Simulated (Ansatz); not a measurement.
System: AlN.

The calculation's input:

```
crystal:
  lattice:
    - [3.0886152983, 0.0, -0.3088615298]
    - [-1.5443076491, 2.6748193108, 0.1544307649]
    - [-0.4943584266, 0.0, 4.7458408954]
  atoms:
    - { symbol: Al, position: [0.3333333333, 0.6666666667, 0.0015210172] }
    - { symbol: Al, position: [0.6666666667, 0.3333333333, 0.5015210172] }
    - { symbol: "N", position: [0.3333333333, 0.6666666667, 0.3834789828] }
    - { symbol: "N", position: [0.6666666667, 0.3333333333, 0.8834789828] }
basis:
  ecutwfc: 520.0
kpoints:
  mp_grid: { grid: [9, 9, 6] }
hamiltonian:
  xc: lda
  pseudopotentials: { kind: paw, azcp: { folder: soft_1 } }
scf:
  occupations: { method: gaussian, width: 0.05 }
output:
  forces: true
  stress: true
  eigenvalues: true
  write_density: true
  write_potential: true
  elf: true
  volumetric_format: npy
relax:
  adjacent_minimum: "off"
  f_tol: 0.01
  max_steps: 30
```

Run with:

```sh
ansatz run input.yaml --threads 1 --pin off --max-ram 2048MiB --backend cpu --events-out ev --progress --plain --runs-dir out
```

Below, planes, directions and counts refer to the conventional cell (a = 3.10 Å, b = 5.35 Å, c = 4.77 Å, α = 90.00°, β = 101.66°, γ = 90.00°).

The fields are those of the relaxed geometry.

Space group Cc; changed on purpose from its base cell (engineering shear strain xz -0.2000, normal strain along z -0.0400); computed pressure about 10 GPa in this cell; PAW files of the earlier set (soft_1).

The calculation used Ansatz, DFT LDA, scalar-relativistic, plane waves, PAW.

Predict the valence pseudo-density and electron localisation function between the atoms.

Al–N (1.86 Å): ρ at the midpoint is about 0.73 e/Å³; the ELF peaks at about 0.90 between the atoms (a shared but strongly polarised pair).

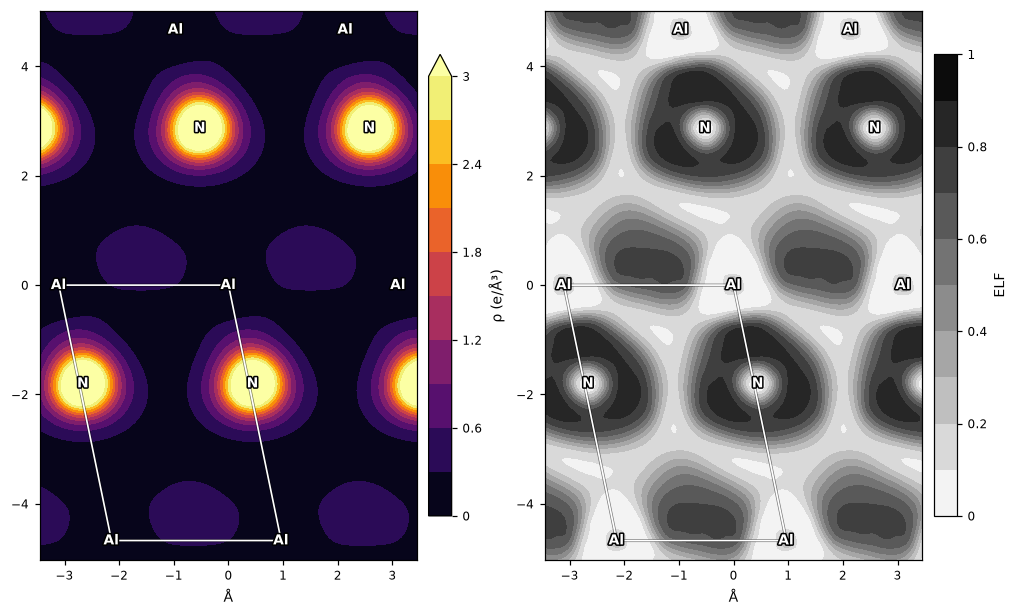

Computed valence pseudo-density and electron localisation function on the (010) plane of the conventional cell, in this order. Atoms just off the plane (Al, 0.9 Å away and N, 0.9 Å away) can leave unmarked features too.

In a PAW calculation such maps are meaningful between the atoms, not at the nuclei.
